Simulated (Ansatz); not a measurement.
Single-point calculation of TaN (part 2 of 4)

The same run, continued: TaN (P6₃/mmc, 4 atoms in the cell); DFT PBEsol+U, scalar-relativistic, plane waves, PAW, Ueff = 4 eV on Ta atom 1 d; Ueff = 4 eV on Ta atom 2 d, spin-polarised (Ansatz 0.2.0); cutoff 420 eV, 7×7×4 k-mesh, Gaussian smearing of 0.05 eV, collinear spins. The structure derives from an entry of the Crystallography Open Database. It belongs to a series of runs on one base structure; here: from atoms, default search.

Geometry of the input (Å; fractional positions):
```
3.0480  0.0000  0.0000
-1.5240  2.6396  0.0000
0.0000  0.0000  4.9180
Ta 0.0000  0.0000  0.0000
Ta 0.0000  0.0000  0.5000
N  0.3333  0.6667  0.2500
N  0.6667  0.3333  0.7500
```

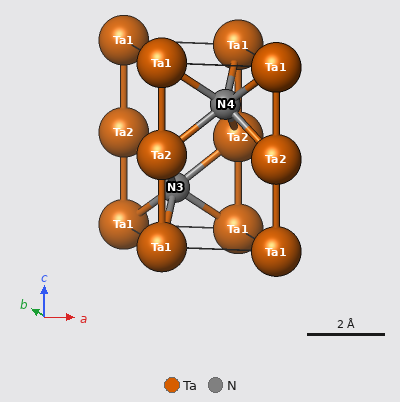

The structure (ball-and-stick view of the cell of the calculation, seen slightly off an axis; atoms are numbered from 1 in the order of the input).

## What the program printed, continued
```
SCF iter  43: F=—  HF=-20362.640160 eV  |F-HF|=—  |Δ(HF+E_count)|=   1.55e-3  Δρ=1.17e-3 (↑1.15e-3 ↓1.17e-3)  dr2=1.96e-4  dr2_m=4.43e-4  M=1.123 μB ∫|m|=1.137 μB  β_m=0.02  ethr=2.61e-8  ⟨swp⟩=3.1  Hψ=2420  notcnv=0  defer=58  recentre
SCF iter  44: F=—  HF=-20362.638357 eV  |F-HF|=—  |Δ(HF+E_count)|=   1.80e-3  Δρ=7.25e-4 (↑7.06e-4 ↓7.25e-4)  dr2=7.62e-5  dr2_m=1.69e-4  M=1.225 μB ∫|m|=1.237 μB  β_m=0.01  ethr=2.61e-8  ⟨swp⟩=3.1  Hψ=2511  notcnv=0  defer=58
SCF iter  45: F=—  HF=-20362.637837 eV  |F-HF|=—  |Δ(HF+E_count)|=   5.20e-4  Δρ=8.48e-4 (↑8.22e-4 ↓8.48e-4)  dr2=1.05e-4  dr2_m=2.30e-4  M=1.242 μB ∫|m|=1.254 μB  β_m=0.01  ethr=2.61e-8  ⟨swp⟩=2.2  Hψ=2013  notcnv=0  defer=58
SCF iter  46: F=—  HF=-20362.638950 eV  |F-HF|=—  |Δ(HF+E_count)|=   1.11e-3  Δρ=7.73e-4 (↑7.56e-4 ↓7.73e-4)  dr2=8.59e-5  dr2_m=1.94e-4  M=1.193 μB ∫|m|=1.205 μB  β_m=0.01  ethr=2.61e-8  ⟨swp⟩=3.0  Hψ=2282  notcnv=0  defer=58
SCF iter  47: F=—  HF=-20362.638550 eV  |F-HF|=—  |Δ(HF+E_count)|=   4.00e-4  Δρ=7.14e-4 (↑6.93e-4 ↓7.14e-4)  dr2=6.86e-5  dr2_m=1.65e-4  M=1.216 μB ∫|m|=1.227 μB  β_m=0.02  ethr=2.61e-8  ⟨swp⟩=2.1  Hψ=1990  notcnv=0  defer=58
SCF iter  48: F=—  HF=-20362.638124 eV  |F-HF|=—  |Δ(HF+E_count)|=   4.26e-4  Δρ=7.58e-4 (↑7.31e-4 ↓7.58e-4)  dr2=7.40e-5  dr2_m=1.85e-4  M=1.234 μB ∫|m|=1.245 μB  β_m=0.01  ethr=2.61e-8  ⟨swp⟩=2.1  Hψ=2059  notcnv=0  defer=58
SCF iter  49: F=—  HF=-20362.638000 eV  |F-HF|=—  |Δ(HF+E_count)|=   1.24e-4  Δρ=7.87e-4 (↑7.57e-4 ↓7.87e-4)  dr2=7.45e-5  dr2_m=2.00e-4  M=1.238 μB ∫|m|=1.249 μB  β_m=0.06  ethr=2.61e-8  ⟨swp⟩=1.9  Hψ=1378  notcnv=0  defer=58
SCF iter  50: F=—  HF=-20362.638079 eV  |F-HF|=—  |Δ(HF+E_count)|=   7.91e-5  Δρ=7.66e-4 (↑7.36e-4 ↓7.66e-4)  dr2=6.92e-5  dr2_m=1.90e-4  M=1.235 μB ∫|m|=1.247 μB  β_m=0.01  ethr=2.61e-8  ⟨swp⟩=1.7  Hψ=1285  notcnv=0  defer=58
SCF iter  51: F=—  HF=-20362.641839 eV  |F-HF|=—  |Δ(HF+E_count)|=         —  Δρ=2.49e-3 (↑2.38e-3 ↓2.49e-3)  dr2=4.19e-4  dr2_m=2.06e-3  M=1.130 μB ∫|m|=1.146 μB  β_m=0.25  ethr=2.61e-8  ⟨swp⟩=2.1  Hψ=1562  notcnv=0  defer=58
Mixer restart at iter 51: flushing history
SCF iter  52: F=—  HF=-20362.647725 eV  |F-HF|=—  |Δ(HF+E_count)|=         —  Δρ=3.72e-3 (↑3.59e-3 ↓3.72e-3)  dr2=3.59e-4  dr2_m=4.77e-3  M=1.020 μB ∫|m|=1.041 μB  β_m=0.25  ethr=2.61e-8  ⟨swp⟩=3.0  Hψ=2417  notcnv=0  defer=58
Mixer restart at iter 52: flushing history
SCF iter  53: F=—  HF=-20362.680352 eV  |F-HF|=—  |Δ(HF+E_count)|=         —  Δρ=8.22e-3 (↑8.22e-3 ↓8.05e-3)  dr2=4.34e-4  dr2_m=2.39e-2  M=0.678 μB ∫|m|=0.753 μB  β_m=0.25  ethr=2.61e-8  ⟨swp⟩=3.3  Hψ=2475  notcnv=0  defer=58
Mixer restart at iter 53: flushing history
SCF iter  54: F=—  HF=-20362.680434 eV  |F-HF|=—  |Δ(HF+E_count)|=   8.14e-5  Δρ=6.73e-3 (↑6.73e-3 ↓6.62e-3)  dr2=1.68e-4  dr2_m=1.61e-2  M=0.644 μB ∫|m|=0.718 μB  β_m=0.53  ethr=2.61e-8  ⟨swp⟩=3.9  Hψ=2906  notcnv=0  defer=58
SCF iter  55: F=—  HF=-20362.723518 eV  |F-HF|=—  |Δ(HF+E_count)|=   4.31e-2  Δρ=8.08e-3 (↑8.08e-3 ↓7.10e-3)  dr2=1.37e-3  dr2_m=2.05e-2  M=0.129 μB ∫|m|=0.250 μB  β_m=0.81  ethr=2.61e-8  ⟨swp⟩=4.2  Hψ=3544  notcnv=0  defer=61
SCF iter  56: F=—  HF=-20362.727831 eV  |F-HF|=—  |Δ(HF+E_count)|=   4.31e-3  Δρ=7.02e-3 (↑7.02e-3 ↓6.19e-3)  dr2=1.65e-3  dr2_m=1.53e-2  M=0.092 μB ∫|m|=0.200 μB  β_m=0.91  ethr=2.61e-8  ⟨swp⟩=3.5  Hψ=3036  notcnv=0  defer=60
SCF iter  57: F=—  HF=-20362.725734 eV  |F-HF|=—  |Δ(HF+E_count)|=   2.10e-3  Δρ=6.98e-3 (↑6.98e-3 ↓5.68e-3)  dr2=3.27e-3  dr2_m=1.38e-2  M=0.090 μB ∫|m|=0.187 μB  β_m=0.86  ethr=2.61e-8  ⟨swp⟩=4.5  Hψ=3111  notcnv=0  defer=58
SCF iter  58: F=—  HF=-20362.726735 eV  |F-HF|=—  |Δ(HF+E_count)|=   1.00e-3  Δρ=6.66e-3 (↑6.66e-3 ↓5.74e-3)  dr2=1.58e-3  dr2_m=1.35e-2  M=0.087 μB ∫|m|=0.174 μB  β_m=0.83  ethr=2.61e-8  ⟨swp⟩=3.1  Hψ=2536  notcnv=0  defer=58
SCF iter  59: F=—  HF=-20362.726197 eV  |F-HF|=—  |Δ(HF+E_count)|=   5.38e-4  Δρ=6.25e-3 (↑6.25e-3 ↓5.34e-3)  dr2=1.53e-3  dr2_m=1.18e-2  M=0.084 μB ∫|m|=0.166 μB  β_m=0.07  ethr=2.61e-8  ⟨swp⟩=2.1  Hψ=2037  notcnv=0  defer=58
SCF iter  60: F=—  HF=-20362.726949 eV  |F-HF|=—  |Δ(HF+E_count)|=   7.52e-4  Δρ=5.78e-3 (↑5.78e-3 ↓4.98e-3)  dr2=1.15e-3  dr2_m=1.02e-2  M=0.078 μB ∫|m|=0.153 μB  β_m=0.03  ethr=2.61e-8  ⟨swp⟩=2.6  Hψ=2186  notcnv=0  defer=58
SCF iter  61: F=—  HF=-20362.726203 eV  |F-HF|=—  |Δ(HF+E_count)|=   7.46e-4  Δρ=4.84e-3 (↑4.84e-3 ↓4.29e-3)  dr2=6.33e-4  dr2_m=7.33e-3  M=0.073 μB ∫|m|=0.132 μB  β_m=0.04  ethr=2.61e-8  ⟨swp⟩=3.0  Hψ=2473  notcnv=0  defer=58
SCF iter  62: F=—  HF=-20362.724866 eV  |F-HF|=—  |Δ(HF+E_count)|=   1.34e-3  Δρ=3.02e-3 (↑3.02e-3 ↓2.66e-3)  dr2=3.36e-4  dr2_m=2.82e-3  M=0.071 μB ∫|m|=0.107 μB  β_m=0.18  ethr=2.61e-8  ⟨swp⟩=3.0  Hψ=2779  notcnv=0  defer=62
SCF iter  63: F=—  HF=-20362.724163 eV  |F-HF|=—  |Δ(HF+E_count)|=   7.02e-4  Δρ=9.70e-4 (↑9.70e-4 ↓7.23e-4)  dr2=6.08e-5  dr2_m=2.24e-4  M=0.042 μB ∫|m|=0.052 μB  β_m=0.59  ethr=2.61e-8  ⟨swp⟩=3.5  Hψ=3007  notcnv=0  defer=63
SCF iter  64: F=—  HF=-20362.724160 eV  |F-HF|=—  |Δ(HF+E_count)|=   2.83e-6  Δρ=4.89e-4 (↑4.89e-4 ↓3.80e-4)  dr2=7.39e-6  dr2_m=6.41e-5  M=0.027 μB ∫|m|=0.032 μB  β_m=0.79  ethr=2.61e-8  ⟨swp⟩=2.5  Hψ=2279  notcnv=0  defer=61
SCF iter  65: F=—  HF=-20362.724160 eV  |F-HF|=—  |Δ(HF+E_count)|=   3.10e-7  Δρ=8.49e-5 (↑8.49e-5 ↓6.41e-5)  dr2=2.80e-6  dr2_m=1.32e-6  M=0.008 μB ∫|m|=0.009 μB  ethr=2.05e-8  ⟨swp⟩=5.5  Hψ=4887  notcnv=0
Mixer restart at iter 65: flushing history
iteration 65: the SCF's residuals had fallen too slowly under its mixing. It goes on by minimising its free energy, and can end on another state than longer mixing would; under `scf.algorithm: density_mixing` no SCF does so, but by `scf.convergence.dm_fallback`
SCF iter  66: F=—  HF=-20362.724164 eV  |F-HF|=—  |Δ(HF+E_count)|=   3.64e-6  Δρ=4.63e-5 (↑4.63e-5 ↓4.04e-5)  dr2=2.53e-6  dr2_m=4.75e-8  M=0.003 μB ∫|m|=0.003 μB  ethr=7.77e-9  ⟨swp⟩=2.2  Hψ=6762  notcnv=0
SCF iter  67: F=—  HF=-20362.724163 eV  |F-HF|=—  |Δ(HF+E_count)|=   5.50e-7  Δρ=6.09e-6 (↑5.15e-6 ↓6.09e-6)  dr2=9.95e-9  dr2_m=8.81e-9  M=0.003 μB ∫|m|=0.003 μB  ethr=2.78e-10  ⟨swp⟩=8.0  Hψ=7412  notcnv=0
SCF iter  68: F=—  HF=-20362.724163 eV  |F-HF|=—  |Δ(HF+E_count)|=   2.71e-7  Δρ=1.08e-6 (↑8.38e-7 ↓1.08e-6)  dr2=1.32e-10  dr2_m=2.92e-10  M=0.000 μB ∫|m|=0.000 μB  ethr=2.76e-11  ⟨swp⟩=6.4  Hψ=6833  notcnv=0
SCF iter  69: F=-20362.724163 eV  HF=-20362.724163 eV  |F-HF|=3.64e-12  |Δ(HF+E_count)|=  7.68e-10  Δρ=1.50e-7 (↑1.50e-7 ↓5.64e-8)  dr2=9.24e-12  dr2_m=2.13e-12  M=0.000 μB ∫|m|=0.000 μB  ethr=1.00e-12  ⟨swp⟩=4.2  Hψ=5555  notcnv=0
SCF iter  70: F=-20362.724163 eV  HF=-20362.724163 eV  |F-HF|=1.09e-11  |Δ(HF+E_count)|=    0.00e0  Δρ=1.50e-7 (↑1.50e-7 ↓5.64e-8)  dr2=9.24e-12  dr2_m=2.13e-12  M=0.000 μB ∫|m|=0.000 μB  ethr=1.00e-12  ⟨swp⟩=4.2  Hψ=5525  notcnv=0
SCF 1 converged in 70 iterations: F = -20362.724163 eV  dr2 = 9.24e-12
  greatest PAW one-centre occupation: 1.000 electrons in one spin orbital (limit 2), on the Ta atom at site 1 (counted from 0), in its partial waves of l = 0
Symmetry: 4 space group operations
k-points: 60 of 196
Initial density: read from a saved state, or passed on in memory by an earlier SCF of this step, an earlier step, the calling program or the single point that the run made first
Starting moments: Σ|m| = 4 μB on 2 of 4 sites; this step starts from the density that it was given
Initial wavefunctions: those read from a saved state, or passed on in memory by an earlier step or the calling program
iter 1 solved again at ethr=1.00e-12 eV; its pass at ethr=2.78e-6 eV (dr2=9.24e-12 eV) is discarded
SCF iter   1: F=—  HF=-20362.724163 eV  |F-HF|=—  |Δ(HF+E_count)|=         —  Δρ=1.50e-7 (↑1.50e-7 ↓5.64e-8)  dr2=9.24e-12  dr2_m=2.13e-12  M=0.000 μB ∫|m|=0.000 μB  ethr=1.00e-12  ⟨swp⟩=1.0  Hψ=17530  notcnv=0
preconditioner: auto → none  [insulator: Δε(μ)=0.074 eV  Ē_g=11.016 eV  σ=0.050 eV  W_gap=0.55  n_scr=10 (ndim 8)  ℏωp=26.4 eV  f_vac=0.000  D(μ)=1.43/eV (n_scr^D=10)  ε∞_Penn≈6.7]
SCF iter   2: F=—  HF=-20362.724021 eV  |F-HF|=—  |Δ(HF+E_count)|=   1.42e-4  Δρ=7.24e-5 (↑7.24e-5 ↓7.15e-5)  dr2=1.69e-6  dr2_m=1.54e-6  M=0.000 μB ∫|m|=0.066 μB  ethr=2.78e-6  ⟨swp⟩=1.0  Hψ=15042  notcnv=0
preconditioner: auto → Kerker (q_TF=auto, 2.686 Å⁻¹)  [metal: Δε(μ)=0.007 eV  Ē_g=11.023 eV  σ=0.050 eV  W_gap=0.08  n_scr=10 (ndim 8)  ℏωp=26.4 eV  f_vac=0.000  D(μ)=1.23/eV (n_scr^D=2)]
spin=Collinear: Kerker preconditioning applied to the charge; magnetization (m = ρ↑ − ρ↓) channel mixes plain (no charge-response kernel on spin).
SCF iter   3: F=—  HF=-20362.724162 eV  |F-HF|=—  |Δ(HF+E_count)|=   1.41e-4  Δρ=8.78e-6 (↑8.78e-6 ↓8.23e-6)  dr2=1.98e-8  dr2_m=2.15e-8  M=0.000 μB ∫|m|=0.004 μB  ethr=2.78e-10  ⟨swp⟩=2.0  Hψ=8009  notcnv=0
SCF iter   4: F=-20362.724163 eV  HF=-20362.724163 eV  |F-HF|=1.06e-9  |Δ(HF+E_count)|=   9.05e-7  Δρ=6.03e-7 (↑5.65e-7 ↓6.03e-7)  dr2=1.32e-9  dr2_m=6.61e-12  M=-0.000 μB ∫|m|=0.000 μB  ethr=2.78e-10  ⟨swp⟩=1.0  Hψ=6242  notcnv=0
an SCF along what the orbitals of the run's state read of its open shells (or to have them read: on a GPU, or by another smearing), with 20 of the crystal's symmetry operations given up (60 k-points in place of 24), reached no lower state that the run goes on to. This is no proof of a minimum
Bands: 26, of which v1, the nominal top of the filled ones, is band 18 counted from 1 (17 counted from 0)
Symmetry: 1 space group operations
k-points: 99 of 196 (time reversal used)
Starting moments: Σ|m| = 6 μB on 2 of 4 sites
```
